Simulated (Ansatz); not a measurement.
Structure of Cu:

Space group P6_3/mmc (No. 194). a = 2.568 Å, b = 2.568 Å, c = 4.190 Å, α = 90.00°, β = 90.00°, γ = 120.00°
```csv
atom,site,symmetry,x,y,z
Cu,2d,-6m2,0.3333,0.6667,0.7500
```

Basis of the simulation: the input geometry of an electronic-structure calculation (not necessarily at equilibrium); the starting structure was generated, so it need not be a known form of this composition.

### Which powder rings are expected with 100 kV electrons? List the innermost 6, leaving out those under 3 % of the strongest.

```tsv
ring	radius	d (Å)	hkl
1	4.50 nm⁻¹	2.22	100
2	4.77 nm⁻¹	2.10	002
3	5.09 nm⁻¹	1.964	101
4	6.56 nm⁻¹	1.525	102
5	7.79 nm⁻¹	1.284	110
6	8.45 nm⁻¹	1.183	103
```

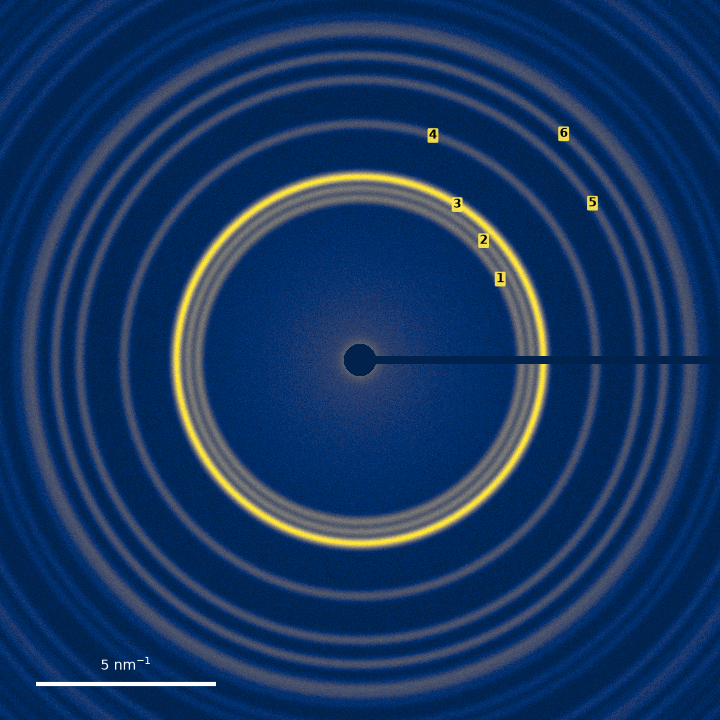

Simulated electron diffraction rings at 100 kV (λ = 0.0370 Å), scale in nm⁻¹ (radius = 1/d), for a fine-grained powder without texture. Kinematic intensities with B = 1.0 Å² for all atoms, without multiple scattering; brightness goes as intensity to the power 0.6, clipped at the top, with counting noise. Reflections closer than the ring width show as one ring. The numbers mark the rings of the table.
